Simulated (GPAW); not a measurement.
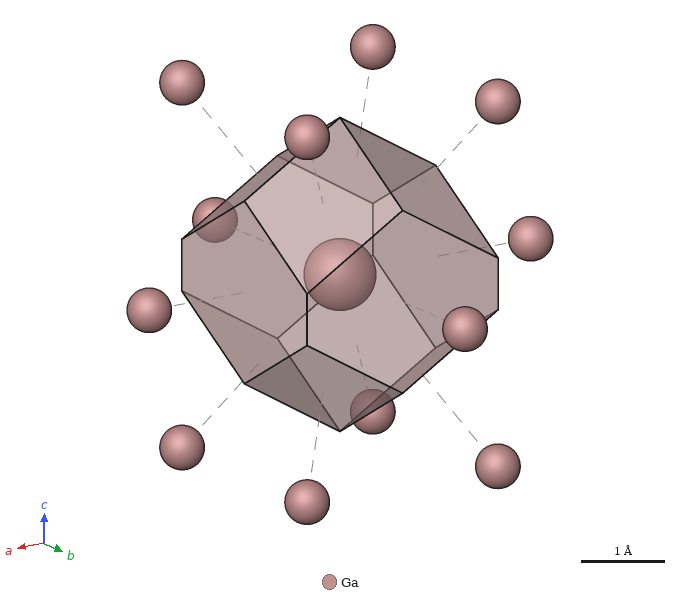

Voronoi cell (the region closer to this atom than to any other), computed from the atomic positions without radii. Central atom: Ga (2a) in Ga; faces take the colour of the neighbour behind them. Origin: a cell listed in the Materials Project, as set up for an electronic-structure calculation.

Ga, space group I4/mmm (No. 139), a = 2.769 Å, b = 2.769 Å, c = 4.622 Å, α = 90.00°, β = 90.00°, γ = 90.00°

```
site  Wyckoff       x       y       z
  Ga       2a  0.0000  0.0000  0.0000
```

### How many faces does the cell have, and of which kinds?

12 faces, index ⟨0,8,0,4⟩: an elongated dodecahedron.

### What is the volume of this Voronoi cell?

17.7 Å³, equal to the mean volume per atom.

### Tabulate the neighbours by distance and solid angle.

```json
{"neighbour": "Ga", "faces": "4", "distance (Å)": "2.77", "solid angle (% of sphere)": "45.1"}
{"neighbour": "Ga", "faces": "8", "distance (Å)": "3.03", "solid angle (% of sphere)": "54.9"}
```
